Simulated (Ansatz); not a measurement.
# Single-point calculation, with input and output: Sc3Al5N8

Sc3Al5N8 (Cm, 16 atoms in the cell), computed with DFT PBEsol, scalar-relativistic, plane waves, PAW, no spin polarisation (Ansatz 0.2.0).

The structure was built on a prototype by a generator; it need not be a known phase.

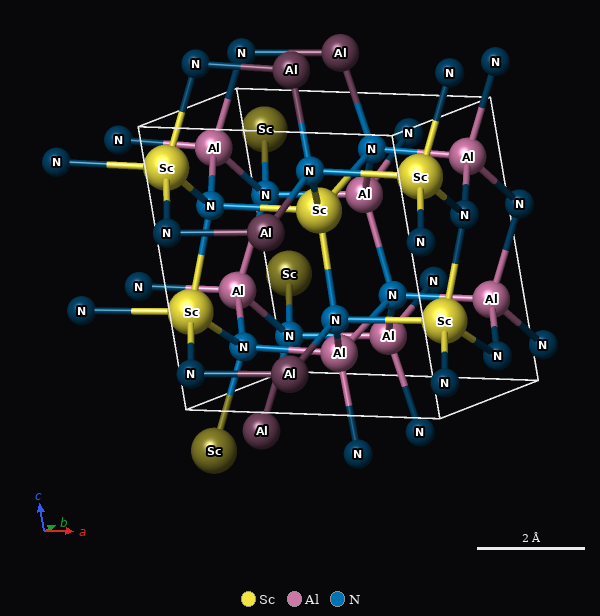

**Figure 1.** The input geometry (ball-and-stick view of the cell of the calculation, seen slightly off an axis; neighbours outside the cell are drawn fainter).

**The input**
```yaml
crystal:
  lattice:
    - [-0.0087104785, -0.0050289971, -4.9509742408]
    - [3.3572062804, 5.7096399968, 0.0108417276]
    - [3.2660901435, -5.6570340706, 0.0]
  atoms:
    - { symbol: Sc, position: [0.0174554502, 0.1593027449, 0.3249444696] }
    - { symbol: Sc, position: [0.0174554502, 0.1593027449, 0.8343582753] }
    - { symbol: Al, position: [0.0079753232, 0.6637434667, 0.3318717333] }
    - { symbol: Al, position: [0.006119404, 0.6713251114, 0.8356625557] }
    - { symbol: Sc, position: [0.5163509286, 0.3470312188, 0.6735156094] }
    - { symbol: Al, position: [0.503717218, 0.3393924524, 0.1696962262] }
    - { symbol: Al, position: [0.5059633889, 0.829673175, 0.665112754] }
    - { symbol: Al, position: [0.5059633889, 0.829673175, 0.164560421] }
    - { symbol: "N", position: [0.5878206518, 0.1566442674, 0.3159732207] }
    - { symbol: "N", position: [0.5878206518, 0.1566442674, 0.8406710467] }
    - { symbol: "N", position: [0.6203835353, 0.6669043962, 0.3334521981] }
    - { symbol: "N", position: [0.6249390508, 0.6942883823, 0.8471441911] }
    - { symbol: "N", position: [0.0880562331, 0.3525445197, 0.6762722598] }
    - { symbol: "N", position: [0.1229926509, 0.3554346405, 0.1777173202] }
    - { symbol: "N", position: [0.123493337, 0.809047719, 0.6534047115] }
    - { symbol: "N", position: [0.123493337, 0.809047719, 0.1556430075] }
basis:
  ecutwfc: 420
kpoints:
  mp_grid: { grid: [6, 4, 4] }
  band_path: { path: [VBM, CBM], npoints: 2 }
hamiltonian:
  xc: pbesol
scf:
  occupations: { method: gaussian, width: 0.02 }
output:
  forces: true
  stress: true
  eigenvalues: true
```

Run on 4 threads of AMD EPYC (Zen 3), 24 GiB of memory available, shared host.

Launch command:
```bash
ansatz run input.yaml --threads 4 --pin off --max-ram 10240MiB --backend cpu --events-out ev --progress --plain --runs-dir out
```

**Log**
```
Engine: ansatz 0.2.0, x86_64-unknown-linux-gnu
Pseudopotentials: kind: paw
Pseudopotential: Sc, paw, valence charge 11, recommended cutoff 420 eV (normal), Sc.paw.azcp
Pseudopotential: Al, paw, valence charge 3, recommended cutoff 420 eV (normal), Al.paw.azcp
Pseudopotential: N, paw, valence charge 5, recommended cutoff 420 eV (normal), N.paw.azcp
Functional definition: PBEsol
  exchange = pbesol_x
  correlation = pbesol_c
Crystal: 16 atoms, lattice volume = 186.354 Å³
Basis set: ecut = 420 eV, 3621 PW (Γ), exchange–correlation on 72×90×90 points (8 copies of the dense FFT grid, shifted against one another)
Bands: 60, of which v1, the nominal top of the filled ones, is band 44 counted from 1 (43 counted from 0)
Symmetry: 2 space group operations
Space group: Cm (ITA 8), of the structure as read, at distance tolerance 5.7e-5 Å
k-points: 34 of 96 (time reversal used)
Non-local potential: Sc, projectors of the file, l = 0: 3, l = 1: 2, l = 2: 3, l = 3: 1
Non-local potential: Al, projectors of the file, l = 0: 2, l = 1: 2, l = 2: 1
Non-local potential: N, projectors of the file, l = 0: 2, l = 1: 2, l = 2: 1
PAW form: soft (Blöchl's): semilocal exchange-correlation on the pseudo side does not see the compensation charge
PAW frozen core: Sc, regenerated for the run's functional, and the local potential with it (the file was generated under x = pbe(κ = 0.804, μ = 0.2195149727645171), c = pbe(β = 0.06672455060314922))
PAW frozen core: Al, regenerated for the run's functional, and the local potential with it (the file was generated under x = pbe(κ = 0.804, μ = 0.2195149727645171), c = pbe(β = 0.06672455060314922))
PAW frozen core: N, regenerated for the run's functional, and the local potential with it (the file was generated under x = pbe(κ = 0.804, μ = 0.2195149727645171), c = pbe(β = 0.06672455060314922))
PAW one-centre angular grid: Sc, 590 points (default); XC on 64 Gauss nodes
PAW one-centre angular grid: Al, 110 points (default); XC on 64 Gauss nodes
PAW one-centre angular grid: N, 110 points (default); XC on 64 Gauss nodes
Initial density: superposition of atomic densities (neutral atoms: chi_scale 0, normalization atom), corrected by the library's trained network
Initial wavefunctions: pseudopotential atomic-orbital guess
Functional: x = pbesol(κ = 0.804, μ = 0.12345679012345678), c = pbesol(β = 0.046)
SCF iter   1: F=—  HF=-12008.967469 eV  |F-HF|=—  |Δ(HF+E_count)|=         —  Δρ=9.52e-3  dr2=1.77e-1  ethr=1.77e-3  ⟨swp⟩=6.3  Hψ=8846  notcnv=0  defer=27
preconditioner: auto → Resta (q_TF=auto, 2.408 Å⁻¹)  ε∞=5.7  [insulator: Δε(μ)=3.067 eV  Ē_g=10.055 eV  σ=0.020 eV  W_gap=1.00  n_scr=44 (ndim 8)  ℏωp=21.8 eV  f_vac=0.000  D(μ)=0.00/eV (n_scr^D=0)  ε∞_Penn≈5.7]
SCF iter   2: F=—  HF=-12008.918888 eV  |F-HF|=—  |Δ(HF+E_count)|=   4.86e-2  Δρ=2.35e-3  dr2=1.44e-2  ethr=2.01e-4  ⟨swp⟩=2.0  Hψ=3333  notcnv=0  defer=373
SCF iter   3: F=—  HF=-12008.915670 eV  |F-HF|=—  |Δ(HF+E_count)|=   3.22e-3  Δρ=1.08e-3  dr2=2.90e-3  ethr=1.64e-5  ⟨swp⟩=2.1  Hψ=2576  notcnv=0  defer=373
SCF iter   4: F=—  HF=-12008.915121 eV  |F-HF|=—  |Δ(HF+E_count)|=   5.49e-4  Δρ=4.08e-4  dr2=3.04e-4  ethr=3.30e-6  ⟨swp⟩=2.1  Hψ=2494  notcnv=0  defer=373
SCF iter   5: F=—  HF=-12008.915103 eV  |F-HF|=—  |Δ(HF+E_count)|=   1.74e-5  Δρ=1.65e-4  dr2=5.54e-5  ethr=3.46e-7  ⟨swp⟩=2.0  Hψ=2701  notcnv=0  defer=373
SCF iter   6: F=—  HF=-12008.914845 eV  |F-HF|=—  |Δ(HF+E_count)|=   2.59e-4  Δρ=4.16e-5  dr2=3.20e-6  ethr=6.30e-8  ⟨swp⟩=2.0  Hψ=2657  notcnv=0  defer=373
SCF iter   7: F=—  HF=-12008.914846 eV  |F-HF|=—  |Δ(HF+E_count)|=   1.33e-6  Δρ=2.01e-5  dr2=8.37e-7  ethr=3.64e-9  ⟨swp⟩=2.0  Hψ=2614  notcnv=0  defer=373
SCF iter   8: F=-12008.914846 eV  HF=-12008.914846 eV  |F-HF|=2.21e-8  |Δ(HF+E_count)|=   1.21e-7  Δρ=5.48e-6  dr2=6.23e-8  ethr=1.14e-10  ⟨swp⟩=8.9  Hψ=9471  notcnv=0
SCF 1 converged in 8 iterations: F = -12008.914846 eV  dr2 = 6.23e-8
  greatest PAW one-centre occupation: 0.998 electrons in one spin orbital (limit 2), on the Sc atom at site 1 (counted from 0), in its partial waves of l = 0
```

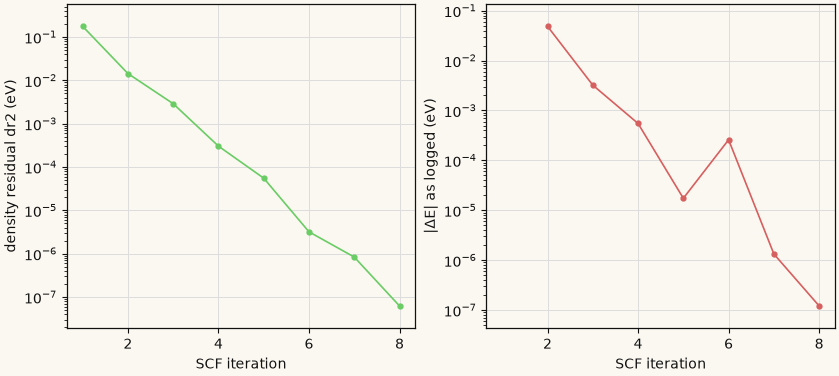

**Figure 2.** Convergence of the self-consistent field: density residual dr2 and size of the energy change against the SCF iteration. The residual falls at every step.

```
NSCF: frozen V_eff on 68 k-points
NSCF: frozen V_eff on 68 k-points
NSCF: frozen V_eff on 68 k-points
NSCF: frozen V_eff on 68 k-points
NSCF: frozen V_eff on 55 k-points
NSCF: frozen V_eff on 17 k-points
NSCF: frozen V_eff on 16 k-points
NSCF: frozen V_eff on 19 k-points
NSCF: frozen V_eff on 7 k-points
NSCF: frozen V_eff on 7 k-points
NSCF: frozen V_eff on 7 k-points
NSCF: frozen V_eff on 6 k-points
NSCF: frozen V_eff on 3 k-points
SCF converged after 8 iterations
Free energy (F): -12008.914846 eV
Harris-Foulkes:  -12008.914846 eV  (|F-HF|=2.21e-8)
Internal energy: -12008.914846 eV  (E = F + TS)
E sigma→0 (E₀):  -12008.914846 eV
Fermi energy:    9.405410 eV
--- Per-component energies (eV) ---
  E_band       = -351.279417
  E_kinetic    = 1976.241007
  E_local      = -4647.923551  (includes V_loc(G=0)·N_el)
  E_nonlocal   = 659.840225
  E_hartree    = 1668.314394
  E_xc         = -997.136938
  E_vxc        = -1157.959304  (∫ρ·V_xc dr)
  E_paw        = -6049.546262  (= ΣΔE_a)
  E_vpaw       = -518.105740  (= ΣTr[D̂ρ^β])
  E_aug_tail   = 0.000779  (compensation charges beyond the density's cutoff)
  E_ewald      = -4619.412060
  E_core_change = 0.707561  (= ΣΔE_core)
  E_smearing   = -0.000000  (= −TS)
  E_closure    = 0.000000  (closes the sum)
  Σ components = -12008.914846   (vs F -12008.914846, Δ=0.00e0)
--- Forces (eV/Å), atoms counted from 1 ---
  atom   1  Sc     0.00023796     0.00137804    -0.00162117
  atom   2  Sc     0.00131240    -0.00048294    -0.00162117
  atom   3  Al    -0.00157500    -0.00090933    -0.00117591
  atom   4  Al    -0.00221999    -0.00128171     0.00035528
  atom   5  Sc     0.00013430     0.00007754    -0.00073673
  atom   6  Al    -0.00255263    -0.00147376     0.00168070
  atom   7  Al     0.00188153    -0.00043618     0.00198999
  atom   8  Al     0.00056302     0.00184754     0.00198999
  atom   9  N      0.00054197     0.00050517    -0.00023896
  atom  10  N      0.00070847     0.00021678    -0.00023896
  atom  11  N     -0.00105658    -0.00061001     0.00026687
  atom  12  N     -0.00069705    -0.00040244     0.00069025
  atom  13  N      0.00156949     0.00090615     0.00002098
  atom  14  N      0.00007464     0.00004310    -0.00082225
  atom  15  N      0.00123454    -0.00080161    -0.00019982
  atom  16  N     -0.00007694     0.00146995    -0.00019982
  max |Σ_I F_I| component: 1.39e-4 eV/Å
--- Stress (GPa, compression-positive) ---
       -0.036511       0.004384      -0.000331
        0.004384      -0.041573      -0.000191
       -0.000332      -0.000192       0.000109
  P = ⅓ Tr σ = -0.0260 GPa (-0.260 kbar)
--- Band table (eV; the first three rows and the last of 34) ---
  k-point 0: bands = ["-38.9322", "-38.8408", "-38.8205", "-17.9756", "-17.9038", "-17.8406", "-17.7878", "-17.7237", "-17.6829", "-17.6537", "-17.6054", "-17.5865", "-6.3725", "-4.8790", "-4.6511", "-4.6382", "-4.3882", "-4.0669", "-3.9842", "-3.9179", "2.8717", "2.9933", "3.2287", "3.5933", "4.3390", "4.6379", "5.0206", "5.1195", "5.3591", "5.6747", "5.8433", "6.0541", "6.2104", "6.3523", "6.6583", "6.7938", "6.9260", "6.9796", "7.0743", "7.1812", "7.2831", "7.4864", "7.7593", "7.8354", "11.2683", "11.4653", "11.5116", "11.7990", "11.8227", "12.1155", "12.3451", "13.1056", "13.1107", "13.2962", "13.4802", "14.0270", "14.1055", "14.4260", "14.4654", "14.9206"]
  k-point 1: bands = ["-38.9317", "-38.8393", "-38.8226", "-17.9379", "-17.8952", "-17.8409", "-17.7888", "-17.7205", "-17.6939", "-17.6617", "-17.6275", "-17.5975", "-6.2079", "-5.2091", "-4.7069", "-4.4997", "-4.3269", "-4.1087", "-3.9812", "-3.9101", "3.0457", "3.1882", "3.4559", "3.9337", "4.2363", "4.4925", "4.9778", "5.0410", "5.2504", "5.3545", "5.8714", "5.9386", "6.1470", "6.4210", "6.5330", "6.6167", "6.8329", "6.9739", "7.0458", "7.1740", "7.2645", "7.5086", "7.6431", "7.7851", "11.2294", "11.5232", "11.6654", "11.8227", "12.0817", "12.3574", "12.5849", "13.0377", "13.2230", "13.2715", "13.4706", "13.8919", "14.1943", "14.4727", "14.6209", "14.8609"]
  k-point 2: bands = ["-38.9311", "-38.8371", "-38.8254", "-17.9086", "-17.8599", "-17.8329", "-17.7949", "-17.7336", "-17.7046", "-17.6774", "-17.6645", "-17.5913", "-5.8478", "-5.6706", "-4.7179", "-4.4817", "-4.2164", "-4.1588", "-3.9787", "-3.9316", "3.3996", "3.5576", "3.6390", "4.0743", "4.2029", "4.4872", "4.7392", "4.9043", "5.0114", "5.0964", "5.7577", "5.8406", "6.0943", "6.2726", "6.5062", "6.5915", "6.7154", "6.9079", "7.0106", "7.3602", "7.3782", "7.5067", "7.5843", "7.6733", "11.0847", "11.4749", "11.6450", "11.9520", "12.3015", "12.7101", "12.8627", "13.0764", "13.1010", "13.4639", "13.5019", "13.9259", "13.9895", "14.4660", "14.7787", "15.0123"]
  k-point 33: bands = ["-38.9248", "-38.8482", "-38.8204", "-18.0438", "-17.9051", "-17.8645", "-17.8006", "-17.6698", "-17.6652", "-17.6369", "-17.6018", "-17.5972", "-5.3208", "-5.1666", "-4.8856", "-4.5536", "-4.4942", "-4.3462", "-4.0600", "-3.9593", "2.7162", "2.7851", "3.2600", "3.8469", "3.9627", "4.6221", "4.8704", "5.1913", "5.2298", "5.4078", "5.9282", "5.9919", "6.1838", "6.1871", "6.3629", "6.3699", "6.8461", "7.0631", "7.1185", "7.1566", "7.2323", "7.4039", "7.4702", "7.5411", "11.8221", "12.2837", "12.4769", "12.5011", "12.7486", "12.8896", "13.1709", "13.2055", "13.2316", "13.4636", "13.7968", "13.8522", "14.2264", "14.6663", "14.7155", "15.1431"]
```

**Summary**

| quantity | value |
| --- | --- |
| outcome | converged |
| space group (tolerance 0.01 Å) | Cm (8) |
| electrons treated | 88 |
| free energy | −12008.9148 eV |
| Fermi energy | 9.405 eV |
| gap on the k-point mesh | 3.14 eV |
| gap on the band path | 3.10 eV |
| pressure | −0.03 GPa |
| largest force (length of the vector) | 0.003 eV/Å |
| wall time | 72 s (CPU time 4.7 min) |
| peak memory | 0.89 GiB |
